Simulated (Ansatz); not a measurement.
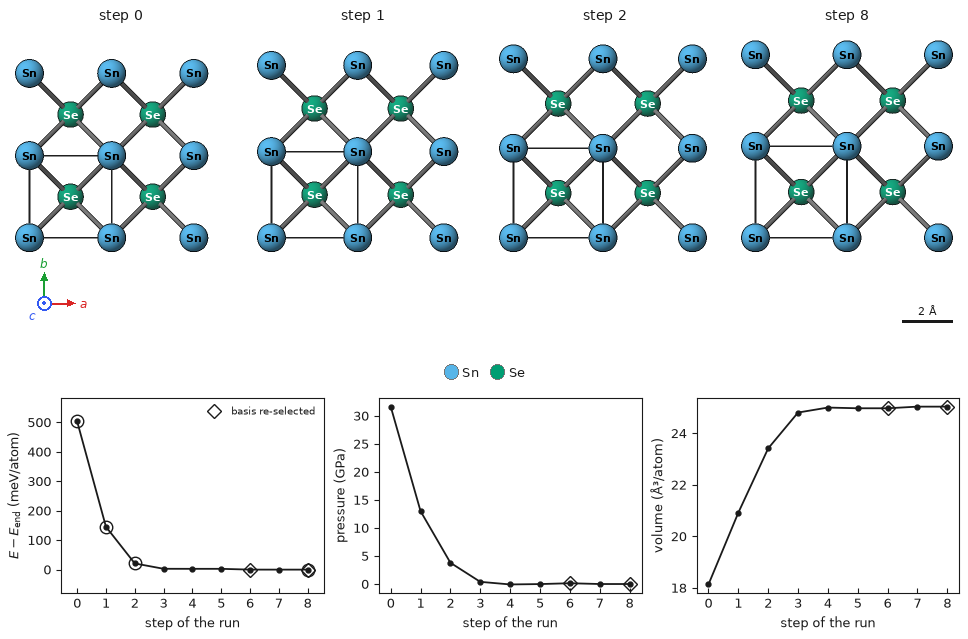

Frames of a relaxation of a crystal of SnSe (built on the CsCl type), marked on the history of the run. The picture is a ball-and-stick view of the cell of the calculation, repeated 2 × 2 × 1 with one cell outlined, seen along the c axis.

All numbers below come from DFT, PBE, plane waves, PAW (Ansatz). (plane-wave cutoff 420 eV; k-point mesh 8 × 8 × 8; occupations fermi dirac; smearing width 0.02 eV; no spin polarisation; cell and atoms relaxed; force threshold 0.005 eV/Å)

### Describe the path.

The energy falls by 503 meV per atom in 6 accepted moves (8 points after the start). All forces vanish by symmetry, so only the cell relaxes. The pressure goes from 31.65 to 0.01 GPa. At 2 points the geometry stayed and the basis and grid were re-selected for the new cell (energy shift of 2.7 meV per atom at most each time). The atoms keep their places relative to the cell (all moves are under 0.005 Å). The drawn cell changes as follows: a = b = c 3.310 → 3.686 Å (+11.3 %); the volume changes by +38.0 %. Some distances before and after: Se–Se 3.310 → 3.686 Å, Se–Sn 2.867 → 3.192 Å. The space group stays Pm-3m (No. 221). From step 0 to 1: volume +15.3 %, energy −358 meV per atom. From step 1 to 2: volume +11.9 %, energy −124 meV per atom. From step 2 to 8: volume +6.9 %, energy −21.0 meV per atom.
